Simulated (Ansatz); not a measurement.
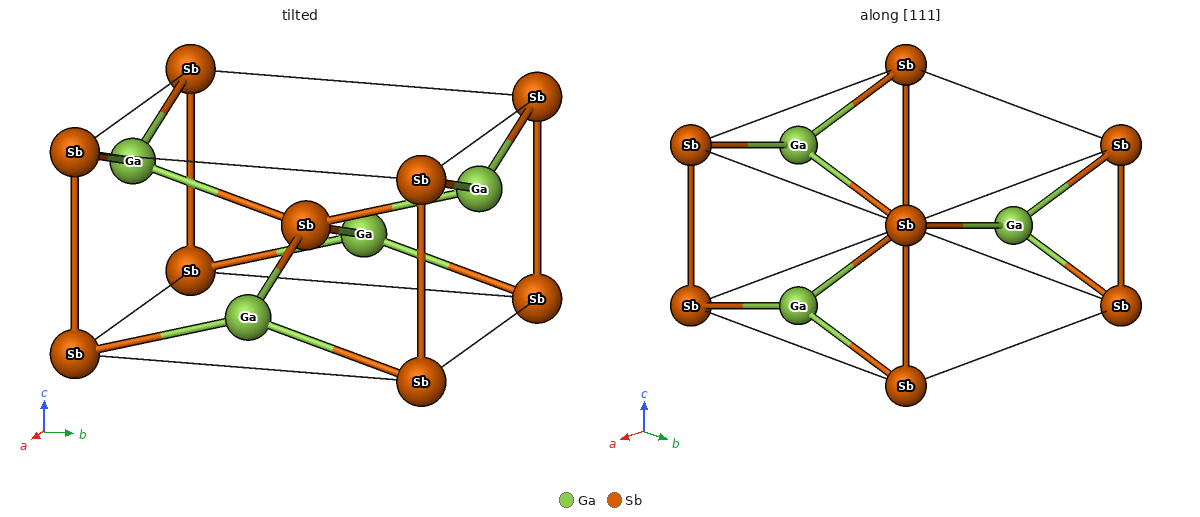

We look at a ball-and-stick model of the crystal slightly off an axis and along [111]. One conventional unit cell is framed, with atoms on its boundary repeated. Cell: a = 5.539 Å, b = 5.539 Å, c = 3.152 Å, α = 90.00°, β = 90.00°, γ = 90.00°.

Write a short crystallographic description.

- Composition: GaSb.
- It is body-centred tetragonal, space group I-4m2 (No. 119).
- One cell contains 2 Ga, 2 Sb, 4 atoms in all.
- Each Ga atom is coordinated by four Sb at about 2.9 Å. The neighbours of Sb are four Ga and two Sb (about 2.9 Å to Ga, 3.2 Å to Sb).
- The bonds build a three-dimensional framework.

Its origin is a structure listed in the Materials Project. Cell shown after relaxation with DFT PBE, scalar-relativistic, plane waves, PAW (Ansatz 0.2.0).
